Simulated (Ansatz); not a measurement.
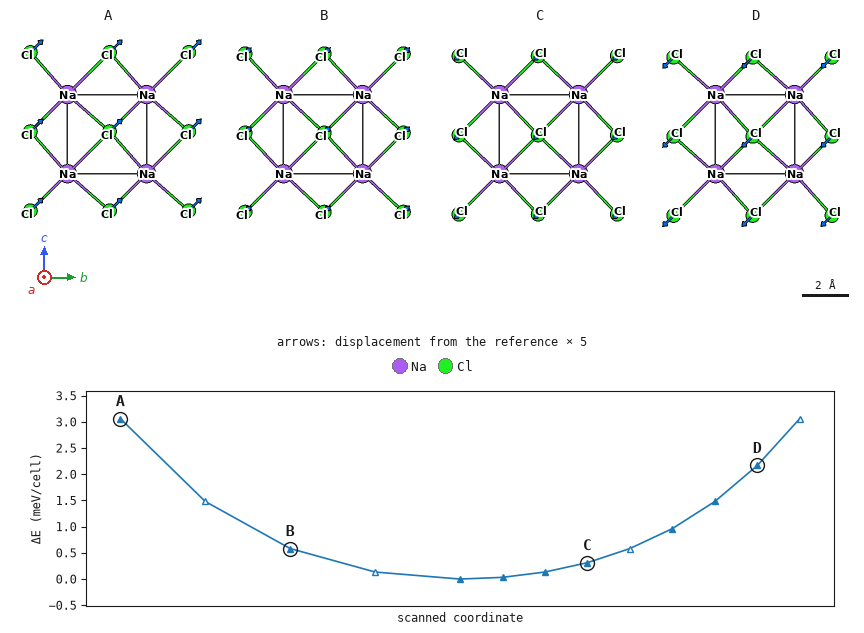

Frames of a one-coordinate scan of crystalline NaCl (Pm-3m). Hollow markers are points alike by symmetry, not computed again. The picture is a ball-and-stick view of the cell of the calculation, seen along the a axis. Blue arrows: displacements from the reference.

These are results of Ansatz 0.2.0, DFT LDA, scalar-relativistic, plane waves, PAW, not measurements. Set-up: plane-wave cutoff 420 eV; k-point mesh 6 × 6 × 6; occupations gaussian; smearing width 0.05 eV; no spin polarisation. Energies (free energies at the smearing named) are counted from the cell as listed in its source, which wasn't relaxed.

> What is being scanned?

The whole Cl sublattice is shifted rigidly, towards the nearest copy of atom 1 (Na) at 3.033 Å, all else fixed. In the frames the displacement is −0.20 Å (A), −0.10 Å (B), 0.075 Å (C), 0.175 Å (D). Of the computed points the lowest is at the displacement 0.00 Å, 0.00 meV/cell. The end points stand at 3.06 meV/cell (−0.20 Å) and 3.06 meV/cell (0.20 Å). The curvature at zero is about 0.11 eV/Å² per cell. The well is symmetric. At the highest point the shortest interatomic distance is 2.83 Å, against 3.03 Å in the reference. The distortion takes the space group from Pm-3m to R3m.
